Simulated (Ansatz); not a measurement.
System: NaHF$_{2}$.

The calculation's input:

```
crystal:
  lattice:
    - [1.737, 1.0028574176, 4.5833333333]
    - [-1.737, 1.0028574176, 4.5833333333]
    - [0.0, -2.0057148352, 4.5833333333]
  atoms:
    - { symbol: Na, position: [0.0, 0.0, 0.0] }
    - { symbol: F, position: [0.5824, 0.5824, 0.5824] }
    - { symbol: F, position: [0.4176, 0.4176, 0.4176] }
    - { symbol: H, position: [0.5, 0.5, 0.5] }
hamiltonian:
  xc: r2scan
  pseudopotentials: { kind: paw }
  dispersion: d3bjatm
kpoints:
  mp_grid: { grid: [9, 9, 9] }
scf:
  occupations: { method: fermi_dirac, width: 0.05 }
output:
  forces: true
  stress: true
  eigenvalues: true
  write_density: true
  write_potential: true
  elf: true
  volumetric_format: npy
relax:
  f_tol: 0.01
  max_steps: 40
  cell: { stress_tol: 0.05 }
```

Run with:

```sh
ansatz run input.yaml --threads 2 --pin off --max-ram 5632MiB --backend cpu --events-out ev --progress --plain --runs-dir out
```

Below, planes, directions and counts refer to the conventional cell (a = 3.40 Å, b = 3.40 Å, c = 13.71 Å, α = 90.00°, β = 90.00°, γ = 120.00°).

The fields are those of the run's last geometry, not of the input's.

Space group R-3m.

Theory: Kohn-Sham DFT of a periodic cell, r2SCAN with D3(BJ)-ATM, Ansatz PAW (Ansatz 0.2.0).

Q: What can the converged valence pseudo-density and electron localisation function tell about the bonding?

A: F–H (1.13 Å): ρ is about 2.9 e/Å³ halfway; the ELF peaks at about 0.80 between the atoms.

Q: Does the calculation make it a metal, or give it a gap?

A: It is gapped, with a Kohn–Sham gap of 7.9 eV on the k-point mesh (the band edges may lie off the mesh, which would make the gap smaller).

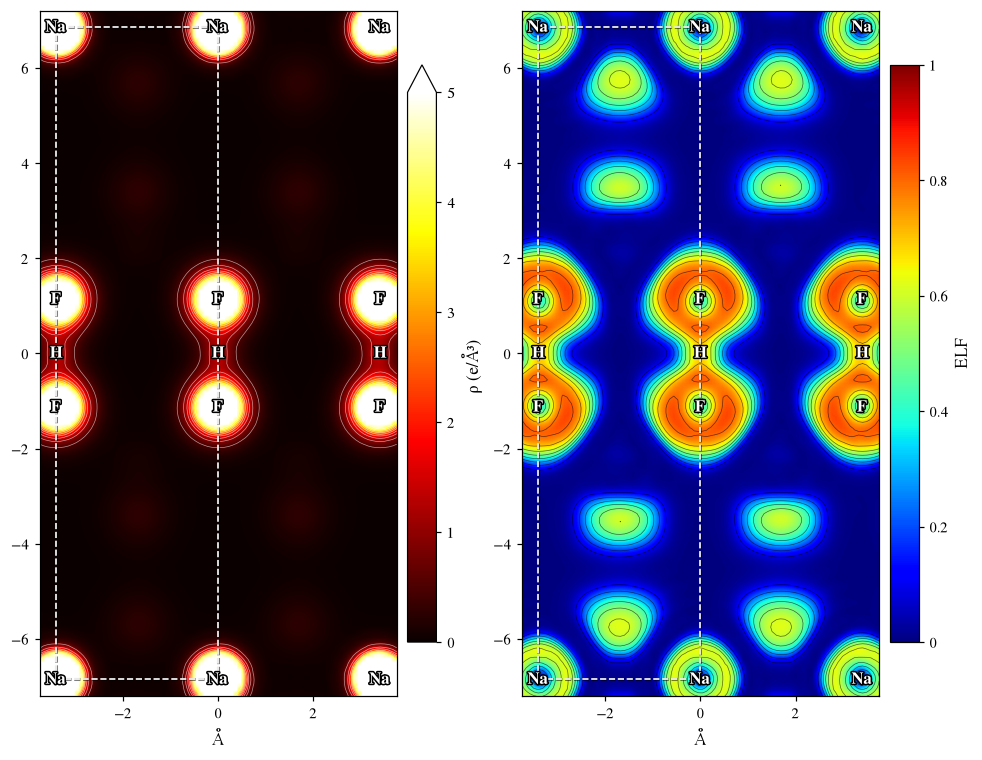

Computed valence pseudo-density and electron localisation function on the (010) plane of the conventional cell, in this order. 

Core electrons are frozen (PAW), and the valence fields are smoothed inside the atomic spheres.
